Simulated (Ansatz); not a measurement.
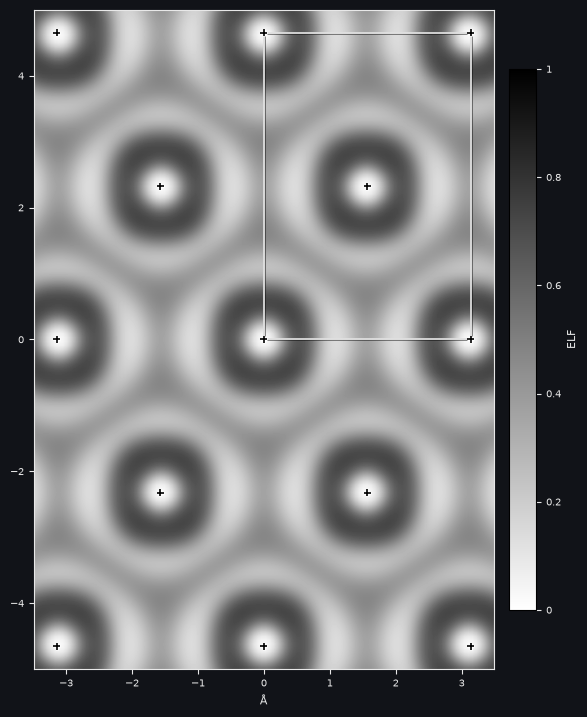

The electron localisation function on a plane through atoms (crosses mark nuclei in the plane).

Level of theory: DFT LDA, scalar-relativistic, plane waves, PAW in Ansatz.

Candidates:
A. Al$_{2}$Cu, a = 4.78 Å, b = 4.83 Å, c = 4.83 Å, α = 75.80°, β = 60.31°, γ = 60.31°. Space group P-1; not relaxed (largest force 0.8 eV/Å); computed without spin polarisation; PAW files of the earlier set (soft_1).
B. W, a = 3.14 Å, b = 3.14 Å, c = 3.43 Å, α = 90.00°, β = 90.00°, γ = 90.00°. Space group I4/mmm; computed pressure about −25 GPa in this cell; PAW files of the earlier set (soft_1).

Which system is this?

Answer. Candidate B: W on the (011) plane of the conventional cell, which holds W. W–W (2.81 Å): the ELF is about 0.40 at the midpoint. W–W (3.14 Å): the ELF is about 0.35 at the midpoint.
